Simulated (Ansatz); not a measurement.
## Single-point calculation, with input and output: Si5C

The run: single-point calculation of Si5C (P-6m2, 6 atoms in the cell). Method and program: DFT PBE, scalar-relativistic, plane waves, PAW, spin-polarised (Ansatz 0.2.0).

The structure was made by a generator, so it may or may not be a known phase. Figures and captions count atoms from 1; the log counts them from 0 in places.

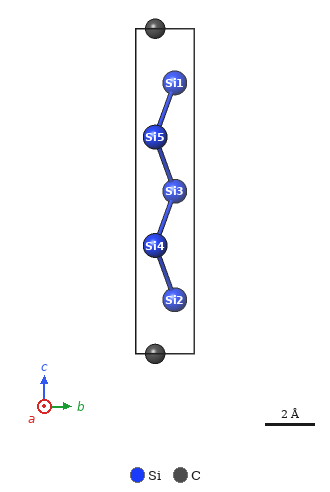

The structure as given in the input (ball-and-stick view of the cell of the calculation, along the a axis; atoms are numbered from 1 in the order of the input). An atom can appear more than once, as a periodic image.

Key numbers:

| quantity | value |
| --- | --- |
| outcome | converged |
| space group (tolerance 0.01 Å) | P-6m2 (187) |
| electrons treated | 24 |
| free energy | −3422.2379 eV |
| Fermi energy | 8.958 eV |
| gap on the k-point mesh | none (metallic) |
| net moment of the cell | 0.00 μB |
| integrated absolute moment | 0.00 μB |
| pressure | −8.67 GPa |
| largest force (length of the vector) | 1.387 eV/Å |
| hardware | 1 thread of Intel Xeon @ 2.50GHz (Skylake/Cascade Lake), 189 GiB of memory available, shared host |
| wall time | 20 s |
| peak memory | 0.34 GiB |

Notes:

Warnings of the run: some starting moments were not kept.

The input:
```yaml
crystal:
  lattice:
    - [2.77651066, 0.0, 0.0]
    - [-1.38825533, 2.40452877, 0.0]
    - [0.0, 0.0, 13.30012258]
  atoms:
    - { symbol: Si, position: [0.33333333, 0.66666667, 0.83333333] }
    - { symbol: Si, position: [0.33333333, 0.66666667, 0.16666667] }
    - { symbol: Si, position: [0.33333333, 0.66666667, 0.5] }
    - { symbol: Si, position: [0.66666667, 0.33333333, 0.33333333] }
    - { symbol: Si, position: [0.66666667, 0.33333333, 0.66666667] }
    - { symbol: C, position: [0.66666667, 0.33333333, 0.0], spin: 1.0 }
basis:
  ecutwfc: 420
kpoints:
  mp_grid: { grid: [6, 6, 2] }
hamiltonian:
  xc: pbe
scf:
  occupations: { method: gaussian, width: 0.1 }
  lower_state_search: "off"
output:
  forces: true
  stress: true
  eigenvalues: true
  populations: true
magnetization:
  spin_polarized: true
```

Command:
```bash
ansatz run input.yaml --threads 1 --pin off --max-ram 2560MiB --backend cpu --events-out ev --progress --plain --runs-dir out
```

Log:
```
Engine: ansatz 0.2.0, x86_64-unknown-linux-gnu
Pseudopotentials: kind: paw
Pseudopotential: Si, paw, valence charge 4, recommended cutoff 420 eV (normal), Si.paw.azcp
Pseudopotential: C, paw, valence charge 4, recommended cutoff 420 eV (normal), C.paw.azcp
Functional definition: PBE
  parameter kappa = 0.804
  parameter beta = 0.06672455060314922
  exchange = pbe_x(kappa = kappa, mu = beta*pi^2/3)
  correlation = pbe_c(beta = beta)
Crystal: 6 atoms, lattice volume = 88.794 Å³
Basis set: ecut = 420 eV, 1749 PW (Γ), exchange–correlation on 40×40×180 points (8 copies of the dense FFT grid, shifted against one another)
Bands: 19, of which v1, the nominal top of the filled ones, is band 12 counted from 1 (11 counted from 0)
Symmetry: 12 space group operations
Space group: P-6m2 (ITA 187), of the structure as read, at distance tolerance 4.5e-5 Å
Magnetic group: BNS 187.209 (UNI 1439), of the structure as read, at distance tolerance 4.5e-5 Å
k-points: 14 of 72 (time reversal used)
Non-local potential: Si, projectors of the file, l = 0: 2, l = 1: 2, l = 2: 2
Non-local potential: C, projectors of the file, l = 0: 2, l = 1: 2, l = 2: 1
PAW form: soft (Blöchl's): semilocal exchange-correlation on the pseudo side does not see the compensation charge
PAW one-centre angular grid: Si, 110 points (default); XC on 64 Gauss nodes
PAW one-centre angular grid: C, 110 points (default); XC on 64 Gauss nodes
Initial density: superposition of atomic densities (chi_scale 0.1, normalization cell, long waves 88 % of neutral atoms (reshape's long-wave potential 1.88 eV rms, cloud 1.87 Å wide))
Starting moments: Σ|m| = 1 μB on 1 of 6 sites
Initial wavefunctions: pseudopotential atomic-orbital guess
Functional: x = pbe(κ = 0.804, μ = 0.2195149727645171), c = pbe(β = 0.06672455060314922)
SCF iter   1: F=—  HF=-3422.672323 eV  |F-HF|=—  |Δ(HF+E_count)|=         —  Δρ=2.77e-2 (↑2.77e-2 ↓1.18e-2)  dr2=1.17e1  dr2_m=1.02e-1  M=0.448 μB ∫|m|=0.535 μB  β_m=0.30  ethr=3.10e-3  ⟨swp⟩=6.8  Hψ=3130  notcnv=0
preconditioner: auto → none  [metal: Δε(μ)=0.037 eV  Ē_g=8.175 eV  σ=0.100 eV  W_gap=0.20  n_scr=8 (ndim 8)  ℏωp=19.3 eV  f_vac=0.000  D(μ)=2.52/eV (n_scr^D=8)  sad-step TF]
SCF iter   2: F=—  HF=-3422.316835 eV  |F-HF|=—  |Δ(HF+E_count)|=   3.55e-1  Δρ=1.55e-2 (↑1.55e-2 ↓9.21e-3)  dr2=3.43e0  dr2_m=5.05e-2  M=0.424 μB ∫|m|=0.516 μB  β_m=0.30  ethr=3.10e-3  ⟨swp⟩=2.1  Hψ=844  notcnv=0  defer=15
SCF iter   3: F=—  HF=-3422.305960 eV  |F-HF|=—  |Δ(HF+E_count)|=   1.09e-2  Δρ=1.43e-2 (↑7.26e-3 ↓1.43e-2)  dr2=4.02e0  dr2_m=5.02e-2  M=0.232 μB ∫|m|=0.401 μB  β_m=0.30  ethr=3.10e-3  ⟨swp⟩=2.4  Hψ=674  notcnv=0  defer=15
SCF iter   4: F=—  HF=-3422.379622 eV  |F-HF|=—  |Δ(HF+E_count)|=   7.37e-2  Δρ=1.24e-2 (↑1.24e-2 ↓6.02e-3)  dr2=5.16e0  dr2_m=2.63e-2  M=0.285 μB ∫|m|=0.383 μB  β_m=0.30  ethr=3.10e-3  ⟨swp⟩=2.0  Hψ=758  notcnv=0  defer=33
SCF iter   5: F=—  HF=-3422.198252 eV  |F-HF|=—  |Δ(HF+E_count)|=   1.81e-1  Δρ=6.81e-3 (↑6.81e-3 ↓4.40e-3)  dr2=1.16e-1  dr2_m=2.43e-2  M=0.167 μB ∫|m|=0.320 μB  β_m=0.30  ethr=3.10e-3  ⟨swp⟩=2.0  Hψ=718  notcnv=0  defer=55
SCF iter   6: F=—  HF=-3422.207021 eV  |F-HF|=—  |Δ(HF+E_count)|=   8.77e-3  Δρ=5.92e-3 (↑3.87e-3 ↓5.92e-3)  dr2=3.49e-2  dr2_m=1.90e-2  M=0.108 μB ∫|m|=0.278 μB  β_m=0.30  ethr=4.82e-4  ⟨swp⟩=1.1  Hψ=622  notcnv=0  defer=61
SCF iter   7: F=—  HF=-3422.215839 eV  |F-HF|=—  |Δ(HF+E_count)|=   8.82e-3  Δρ=4.74e-3 (↑4.74e-3 ↓3.51e-3)  dr2=1.46e-2  dr2_m=1.37e-2  M=0.086 μB ∫|m|=0.238 μB  β_m=0.30  ethr=1.46e-4  ⟨swp⟩=1.4  Hψ=533  notcnv=0  defer=61
SCF iter   8: F=—  HF=-3422.222068 eV  |F-HF|=—  |Δ(HF+E_count)|=   6.23e-3  Δρ=3.75e-3 (↑3.14e-3 ↓3.75e-3)  dr2=4.61e-3  dr2_m=9.63e-3  M=0.067 μB ∫|m|=0.207 μB  β_m=0.30  ethr=6.07e-5  ⟨swp⟩=1.3  Hψ=498  notcnv=0  defer=61
SCF iter   9: F=—  HF=-3422.226562 eV  |F-HF|=—  |Δ(HF+E_count)|=   4.49e-3  Δρ=2.95e-3 (↑2.95e-3 ↓2.88e-3)  dr2=7.14e-5  dr2_m=6.91e-3  M=0.053 μB ∫|m|=0.178 μB  β_m=0.30  ethr=1.92e-5  ⟨swp⟩=1.4  Hψ=481  notcnv=0  defer=61
SCF iter  10: F=—  HF=-3422.229815 eV  |F-HF|=—  |Δ(HF+E_count)|=   3.25e-3  Δρ=2.47e-3 (↑2.43e-3 ↓2.47e-3)  dr2=1.58e-5  dr2_m=4.90e-3  M=0.043 μB ∫|m|=0.153 μB  β_m=0.30  ethr=2.97e-7  ⟨swp⟩=2.1  Hψ=819  notcnv=0  defer=64
SCF iter  11: F=—  HF=-3422.232104 eV  |F-HF|=—  |Δ(HF+E_count)|=   2.29e-3  Δρ=2.09e-3 (↑2.09e-3 ↓2.05e-3)  dr2=7.90e-6  dr2_m=3.50e-3  M=0.035 μB ∫|m|=0.131 μB  β_m=0.30  ethr=6.59e-8  ⟨swp⟩=2.8  Hψ=875  notcnv=0  defer=64
Mixer restart at iter 11: flushing history
spin-set hold released at iteration 11 (site moments contracting): the magnetisation degrees of freedom join the quasi-Newton model from the next iteration; the mixer history was flushed
SCF iter  12: F=—  HF=-3422.233736 eV  |F-HF|=—  |Δ(HF+E_count)|=   1.63e-3  Δρ=1.80e-3 (↑1.69e-3 ↓1.80e-3)  dr2=4.10e-4  dr2_m=2.48e-3  M=0.030 μB ∫|m|=0.113 μB  β_m=0.65  ethr=3.29e-8  ⟨swp⟩=3.1  Hψ=975  notcnv=0  defer=64
SCF iter  13: F=—  HF=-3422.241717 eV  |F-HF|=—  |Δ(HF+E_count)|=   7.98e-3  Δρ=2.65e-3 (↑2.65e-3 ↓8.49e-4)  dr2=1.80e-1  dr2_m=1.15e-3  M=0.019 μB ∫|m|=0.076 μB  β_m=0.14  ethr=3.29e-8  ⟨swp⟩=3.6  Hψ=1130  notcnv=0  defer=64  recentre
SCF iter  14: F=—  HF=-3422.235959 eV  |F-HF|=—  |Δ(HF+E_count)|=   5.76e-3  Δρ=1.19e-3 (↑1.19e-3 ↓1.15e-3)  dr2=7.36e-6  dr2_m=1.12e-3  M=0.020 μB ∫|m|=0.079 μB  β_m=0.36  ethr=3.29e-8  ⟨swp⟩=3.2  Hψ=1023  notcnv=0  defer=64
SCF iter  15: F=—  HF=-3422.237862 eV  |F-HF|=—  |Δ(HF+E_count)|=   1.90e-3  Δρ=2.40e-4 (↑1.92e-4 ↓2.40e-4)  dr2=3.78e-4  dr2_m=2.26e-5  M=0.001 μB ∫|m|=0.009 μB  β_m=0.27  ethr=3.07e-8  ⟨swp⟩=3.5  Hψ=1233  notcnv=0  defer=64
SCF iter  16: F=—  HF=-3422.237811 eV  |F-HF|=—  |Δ(HF+E_count)|=   5.08e-5  Δρ=1.88e-4 (↑1.77e-4 ↓1.88e-4)  dr2=1.24e-5  dr2_m=2.68e-5  M=0.000 μB ∫|m|=0.010 μB  β_m=0.45  ethr=3.07e-8  ⟨swp⟩=2.9  Hψ=820  notcnv=0  defer=64
SCF iter  17: F=—  HF=-3422.237857 eV  |F-HF|=—  |Δ(HF+E_count)|=   4.64e-5  Δρ=1.05e-4 (↑1.05e-4 ↓9.60e-5)  dr2=1.79e-6  dr2_m=8.11e-6  M=0.001 μB ∫|m|=0.006 μB  β_m=0.71  ethr=3.07e-8  ⟨swp⟩=2.0  Hψ=787  notcnv=0  defer=64
SCF iter  18: F=—  HF=-3422.237880 eV  |F-HF|=—  |Δ(HF+E_count)|=   2.30e-5  Δρ=3.54e-5 (↑2.97e-5 ↓3.54e-5)  dr2=7.92e-6  dr2_m=4.14e-7  M=0.001 μB ∫|m|=0.002 μB  β_m=0.55  ethr=7.45e-9  ⟨swp⟩=2.9  Hψ=923  notcnv=0  defer=64
SCF iter  19: F=—  HF=-3422.237879 eV  |F-HF|=—  |Δ(HF+E_count)|=   1.02e-6  Δρ=1.79e-5 (↑1.79e-5 ↓1.53e-5)  dr2=2.41e-7  dr2_m=2.06e-7  M=0.001 μB ∫|m|=0.001 μB  β_m=0.58  ethr=7.45e-9  ⟨swp⟩=2.0  Hψ=748  notcnv=0  defer=64
iter 20 did not close the SCF: its close was put off for a magnetic moment that had not settled (scf_convergence_deferred on its scf_iter line)
SCF iter  20: F=-3422.237880 eV  HF=-3422.237880 eV  |F-HF|=5.64e-8  |Δ(HF+E_count)|=   3.82e-7  Δρ=8.01e-6 (↑8.01e-6 ↓7.41e-6)  dr2=2.32e-8  dr2_m=4.70e-8  M=0.000 μB ∫|m|=0.000 μB  β_m=0.62  ethr=4.17e-10  ⟨swp⟩=9.0  Hψ=2820  notcnv=0
iter 21 did not close the SCF: its close was put off for a magnetic moment that had not settled (scf_convergence_deferred on its scf_iter line)
SCF iter  21: F=-3422.237880 eV  HF=-3422.237880 eV  |F-HF|=1.49e-9  |Δ(HF+E_count)|=   1.09e-7  Δρ=1.80e-6 (↑1.59e-6 ↓1.80e-6)  dr2=5.50e-9  dr2_m=1.86e-9  M=0.000 μB ∫|m|=0.000 μB  β_m=0.74  ethr=9.65e-11  ⟨swp⟩=2.0  Hψ=1700  notcnv=0
iter 22 did not close the SCF: its close was put off for a magnetic moment that had not settled (scf_convergence_deferred on its scf_iter line)
SCF iter  22: F=-3422.237880 eV  HF=-3422.237880 eV  |F-HF|=1.72e-8  |Δ(HF+E_count)|=   4.93e-9  Δρ=7.63e-7 (↑7.63e-7 ↓5.06e-7)  dr2=1.78e-8  dr2_m=1.19e-10  M=0.000 μB ∫|m|=0.000 μB  β_m=0.62  ethr=2.29e-11  ⟨swp⟩=1.0  Hψ=1398  notcnv=0  recentre
iter 23 did not close the SCF: its close was put off for a magnetic moment that had not settled (scf_convergence_deferred on its scf_iter line)
SCF iter  23: F=-3422.237880 eV  HF=-3422.237880 eV  |F-HF|=3.73e-9  |Δ(HF+E_count)|=  1.86e-10  Δρ=3.83e-7 (↑3.83e-7 ↓3.44e-7)  dr2=3.93e-9  dr2_m=6.21e-11  M=0.000 μB ∫|m|=0.000 μB  β_m=0.55  ethr=2.29e-11  ⟨swp⟩=1.0  Hψ=1153  notcnv=0
SCF iter  24: F=-3422.237880 eV  HF=-3422.237880 eV  |F-HF|=4.39e-10  |Δ(HF+E_count)|=  2.27e-11  Δρ=2.00e-7 (↑1.41e-7 ↓2.00e-7)  dr2=4.91e-10  dr2_m=2.01e-11  M=0.000 μB ∫|m|=0.000 μB  ethr=1.64e-11  ⟨swp⟩=1.0  Hψ=1102  notcnv=0
WARN: the starting moments were not kept: the SCF closed with an absolute magnetisation of 1.0e-5 μB, where they sum to 1 μB in size (1 site). That is at most 0.1 of that sum. Measured as dr2_m measures the in/out step, that magnetisation stands 5.0e-12 eV from none, at or under the dr2_threshold of 1.0e-7 eV: it is no larger than a step whose dr2_m would equal this threshold. The system may hold no moment; this SCF shows only that its start led to no more than that. To try another start: raise the starting moments (crystal.atoms[].spin, magnetization.per_species, magnetization.initial_magnetization, or on a non-collinear deck that types none of these the spinor_matrix: blocks that start its atoms; where the total moment is fixed, keep their sum and leave initial_magnetization as it is; typed ones take the place of any that the run laid by itself, positive ones on a crystal's lanthanoids without a Hubbard term where scf.initial_density.shell_occupations: [] is typed) or, if the notice of its spin-set hold's release reads "site moments contracting" or "site moments show no strong build", lengthen the hold (scf.mixing.spin_hold: { on: { confirm: 4 } }; for m-r²SCAN on two components see the key's manual first). Each may lead to a state that holds a moment. A second SCF, from the converged charge density, with the starting moments and any scf.initial_density.shell_occupations laid on it anew, would have followed, and was not run: the deck does not ask for one (magnetization.retry_lost_moments is false, the default). To let it run, set magnetization.retry_lost_moments: true and run the deck again, where that key's refused combinations let it; where memory then withholds it, that run's warning says so.
SCF 1 converged in 24 iterations: F = -3422.237880 eV  dr2 = 4.91e-10
  greatest PAW one-centre occupation: 0.754 electrons in one spin orbital (limit 2), on the C atom at site 5 (counted from 0), in its partial waves of l = 0
```

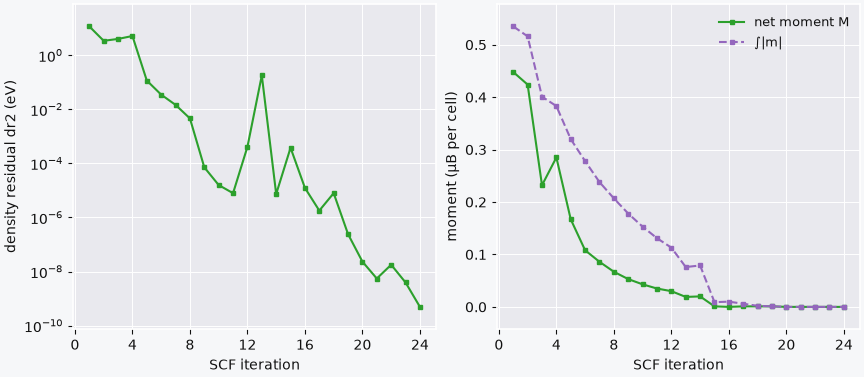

Convergence of the self-consistent field: density residual dr2 and magnetic moment against the SCF iteration. The residual falls unevenly and jumps up by a factor of two or more 5 times on the way down. The net moment goes from 0.4 to 0.0 μB per cell, and ∫|m| falls to zero.

```
SCF converged after 24 iterations
Magnetization: 0.0000 μB (12.0000 up, 12.0000 down)
Absolute magnetization: 0.0000 μB (∫|ρ↑−ρ↓|, with the PAW one-centre terms)
Spin contamination: 0.0000 ħ² per cell (⟨S²⟩ above its minimum at these occupations)
Per-site moments (μB) at R_I (Å): [(7.158018672827846e-8, 1.1284247777770593), (7.158018672830578e-8, 1.128424777777059), (1.9182698855992286e-6, 1.1284248222335638), (1.1747545747269547e-6, 1.128424777777059), (1.1747545747152697e-6, 1.1284247777770593), (-6.674363575424732e-8, 1.1284248222335638)]
Free energy (F): -3422.237880 eV
Harris-Foulkes:  -3422.237880 eV  (|F-HF|=4.39e-10)
Internal energy: -3422.227070 eV  (E = F + TS)
E sigma→0 (E₀):  -3422.232475 eV
Entropy (-TS):   -0.010810 eV (-1.802 meV/atom)
Fermi energy:    8.958262 eV
--- Per-component energies (eV) ---
  E_band       = 85.968871
  E_kinetic    = 270.897862
  E_local      = -75.126611  (includes V_loc(G=0)·N_el)
  E_nonlocal   = 154.341092
  E_hartree    = 19.062282
  E_xc         = -321.235968
  E_vxc        = -289.441138  (∫ρ·V_xc dr)
  E_paw        = -2657.142059  (= ΣΔE_a)
  E_vpaw       = -12.826942  (= ΣTr[D̂ρ^β])
  E_aug_tail   = 0.000037  (compensation charges beyond the density's cutoff)
  E_ewald      = -813.023705
  E_smearing   = -0.010810  (= −TS)
  E_closure    = 0.000000  (closes the sum)
  Σ components = -3422.237880   (vs F -3422.237880, Δ=0.00e0)
--- Forces (eV/Å), atoms counted from 1 ---
  atom   1  Si     0.00000000    -0.00000000     1.38673732
  atom   2  Si     0.00000000    -0.00000000    -1.38673732
  atom   3  Si     0.00000000    -0.00000000     0.00000000
  atom   4  Si     0.00000000     0.00000000     0.17991403
  atom   5  Si     0.00000000     0.00000000    -0.17991403
  atom   6  C      0.00000000     0.00000000     0.00000000
  max |Σ_I F_I| component: 2.22e-16 eV/Å
--- Stress (GPa, compression-positive) ---
       -4.785470       0.000000       0.000000
        0.000000      -4.785470       0.000000
        0.000000       0.000000     -16.425058
  P = ⅓ Tr σ = -8.6653 GPa (-86.653 kbar)
--- Band table (eV; the first three rows and the last of 28) ---
  k-point 0 ↑: bands = ["-4.9754", "-4.2204", "-3.6974", "-1.7815", "-1.4488", "1.7135", "2.9689", "7.5504", "7.6630", "12.1664", "12.1664", "12.9831", "14.3094", "16.8402", "16.8402", "17.3967", "17.3967", "18.2678", "18.2678"]
  k-point 1 ↑: bands = ["-4.9308", "-4.4393", "-3.0428", "-2.8677", "-0.1821", "0.4313", "4.5931", "5.1819", "10.2674", "10.8297", "12.1663", "12.1663", "15.7739", "16.8310", "16.8310", "17.4255", "17.4255", "17.7467", "18.2360"]
  k-point 2 ↑: bands = ["-4.2838", "-3.5276", "-3.0563", "-1.1715", "-0.7644", "2.3512", "3.6087", "8.0852", "8.2080", "10.4568", "11.7354", "11.7619", "12.2399", "13.3672", "13.6433", "14.5731", "14.9102", "14.9868", "15.1684"]
  k-point 13 ↓: bands = ["1.1925", "2.9059", "2.9073", "3.4671", "3.8239", "4.1106", "4.6539", "4.6693", "4.7589", "5.4234", "5.8839", "6.4372", "6.9652", "7.5916", "7.8198", "8.3335", "8.6944", "8.8627", "11.0063"]
--- Löwdin populations: 6 sites ---
  site symbol       q [e]    m [muB]
     0     Si      3.7441     0.0000
     1     Si      3.7441     0.0000
     2     Si      3.9102     0.0000
     3     Si      3.9097     0.0000
     4     Si      3.9097     0.0000
     5      C      4.3135    -0.0000
  spilling = 0.019531 (of n_electrons = 24.000000)
```

File populations.tsv:
```
# site	symbol	l	j	q_up	q_dn
# orbitals = lowdin
# n_electrons = 24.000000
# spilling = 0.019531
0	Si	0_3S	-	0.743411	0.743411
0	Si	1_3P	-	1.128641	1.128641
1	Si	0_3S	-	0.743411	0.743411
1	Si	1_3P	-	1.128641	1.128641
2	Si	0_3S	-	0.740054	0.740053
2	Si	1_3P	-	1.215041	1.215039
3	Si	0_3S	-	0.724488	0.724488
3	Si	1_3P	-	1.230344	1.230342
4	Si	0_3S	-	0.724488	0.724488
4	Si	1_3P	-	1.230344	1.230342
5	C	0_2S	-	0.920157	0.920157
5	C	1_2P	-	1.236608	1.236609
```

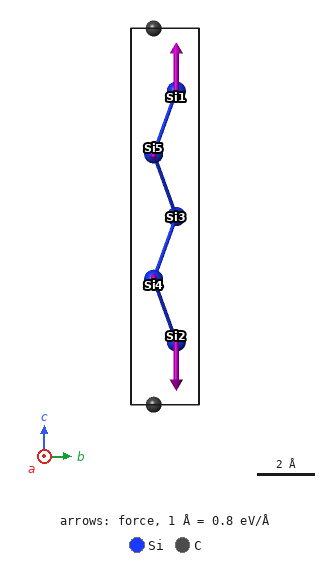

Forces on the atoms as pink arrows (ball-and-stick view of the cell of the calculation, along the a axis; atoms are numbered from 1 in the order of the input). The largest act on Si1, Si2 (1.39 eV/Å). The geometry is not a stationary point of this energy.

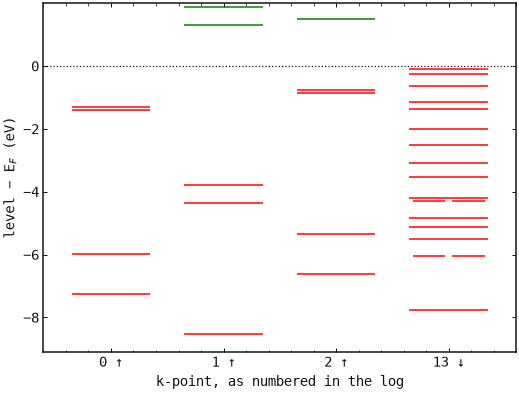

Kohn–Sham levels near the Fermi level (dotted) at the few k-points that the log prints; levels within 0.02 eV of each other stand side by side. The system is metallic on the full mesh.
